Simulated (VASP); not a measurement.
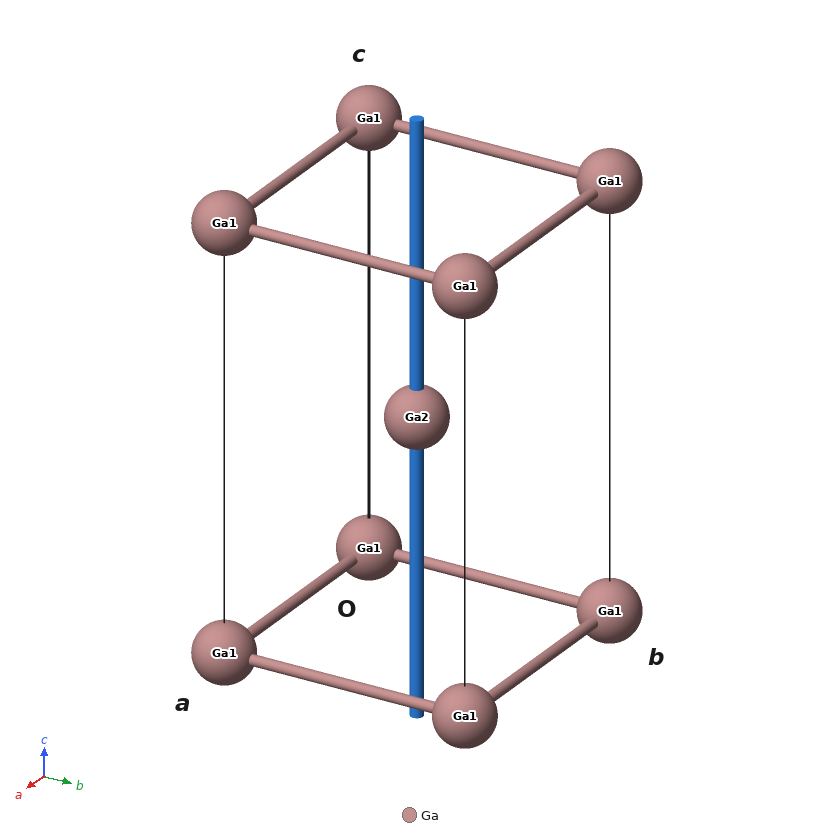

For Ga, the geometry relaxed with VASP Kohn-Sham DFT of a periodic cell, LDA, VASP PAW LDA potentials, recommended in VASP: the coloured rod is the axis of a symmetry operation of the crystal. The drawing is computed from the coordinates (standard cell, symmetry found to 0.002 Å).

a = 2.724 Å, b = 2.724 Å, c = 4.631 Å, α = 90.00°, β = 90.00°, γ = 90.00°.

```csv
atom,x,y,z
Ga1,0.0000,0.0000,0.0000
Ga2,0.5000,0.5000,0.5000
```

Take the operation x, y, z → y, −x+1, z.

Q: What kind of operation is it, and where does it lie?

A: It is a 4-fold rotation, about the line along [0 0 1] through (1/2, 1/2, 1/2).

Q: Onto which atom does it carry each atom (up to whole multiples of a, b and c)?

A: Ga1 → Ga1, Ga2 → Ga2.
